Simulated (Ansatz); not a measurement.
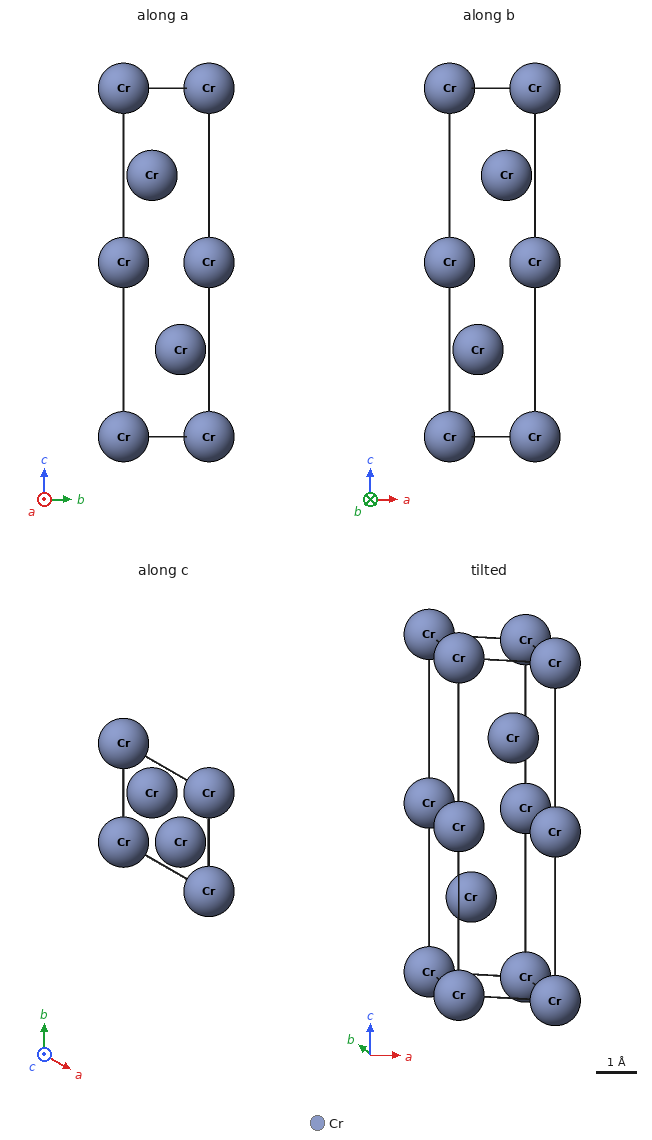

Spheres-only drawing of the structure, looking along the a axis, along the b axis, along the c axis and slightly off an axis. The frame is the conventional unit cell; atoms at its boundary are shown with their periodic copies.

Lattice parameters: a = 2.5095 Å, b = 2.5095 Å, c = 8.8618 Å, α = 90.000°, β = 90.000°, γ = 120.000°.

Record the structure as a CIF in P1 with every atom of the cell.

```cif
data_structure
_symmetry_space_group_name_H-M 'P 1'
_symmetry_Int_Tables_number 1
_cell_length_a 2.5095
_cell_length_b 2.5095
_cell_length_c 8.8618
_cell_angle_alpha 90.000
_cell_angle_beta 90.000
_cell_angle_gamma 120.000
_cell_volume 48.33
loop_
_atom_site_label
_atom_site_type_symbol
_atom_site_fract_x
_atom_site_fract_y
_atom_site_fract_z
_atom_site_occupancy
Cr1 Cr 0.0000 0.0000 0.0000 1
Cr2 Cr 0.0000 0.0000 0.5000 1
Cr3 Cr 0.3333 0.6667 0.2500 1
Cr4 Cr 0.6667 0.3333 0.7500 1
```

Starting structure: a structure type filled with this element by a generator (whether the element takes this form wasn't checked). Earlier steps of the study may have refined or changed the cell and positions. An electronic-structure calculation with Ansatz was run on it.
